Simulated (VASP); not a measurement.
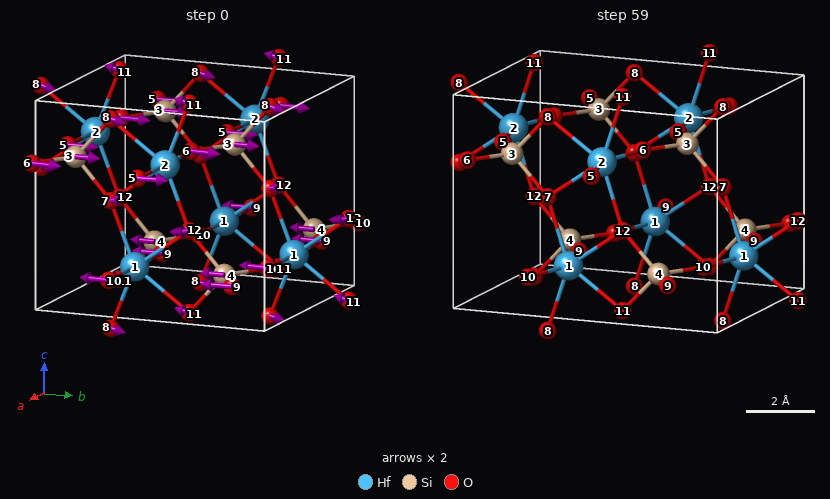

The structure of a crystal of HfSiO$_{4}$ (a generated structure, set up in Cmcm) before (left) and after (right) a relaxation, at one scale. The purple arrows give the displacements (the part carried along by the change of the cell is left out), 2 times their true length.

A ball-and-stick model of the conventional cell (2 times the calculation's cell), seen slightly off an axis. Lengths and directions refer to the drawn axes.

The run lets cell and atoms move.

Theory: Kohn-Sham DFT of a periodic cell, PBE, VASP PAW PBE potentials, recommended in VASP.

The input:
```
SYSTEM = HfSiO4
  PREC = Accurate
  ENCUT = 520
  EDIFF = 1E-7
  ISMEAR = 0
  SIGMA = 0.03
  LREAL = .False.
  LASPH = .True.
  NELM = 120
  ALGO = Normal
  ISIF = 3
  LWAVE = .False.
  LCHARG = .False.
  GGA = PE
  IBRION = 2
  NSW = 60
  EDIFFG = -0.005
  POTIM = 0.3
  KPAR = 4
```

Launched with:
```bash
cat potpaw_PBE.64/Hf_pv/POTCAR potpaw_PBE.64/Si/POTCAR potpaw_PBE.64/O/POTCAR > POTCAR
mpirun -np 4 vasp_std > vasp.out
```

Summarise the run.

The relaxation stopped without meeting its thresholds, so the last structure isn't shown to be converged. The largest moves relative to the cell, 0.49 Å, are those of O5, O6, O9 and O10. O5 goes along +b. Largest moves by element: O 0.49 Å, Si 0.40 Å, Hf 0.03 Å. The volume changes by +13.7 %, with a 6.776 → 6.555 Å (−3.3 %), b 7.383 → 8.504 Å (+15.2 %), c 6.357 → 6.490 Å (+2.1 %). Some distances before and after: Hf1–Hf2 3.327 → 3.420 Å, Hf1–O7 2.087 → 2.138 Å, Hf1–O10 2.022 → 1.989 Å, Hf1–O11 2.150 → 2.131 Å. Bond angles that change, for instance: O9–Hf1–O10 178.6° → 152.0°, Hf2–O6–Si3 148.0° → 161.1°, O9–Hf1–O11 89.4° → 101.5°. The space group stays Cmcm (No. 63). Over 59 geometry steps the energy falls by 0.400 eV per cell of the calculation. Largest force component: 0.019 eV/Å at the start, 0.0081 eV/Å at the end. Pressure: 1.79 GPa at the start and −0.02 GPa at the end. The volume changes by over a tenth within one run on a fixed set of plane waves, so the end point should be relaxed again from the new cell.
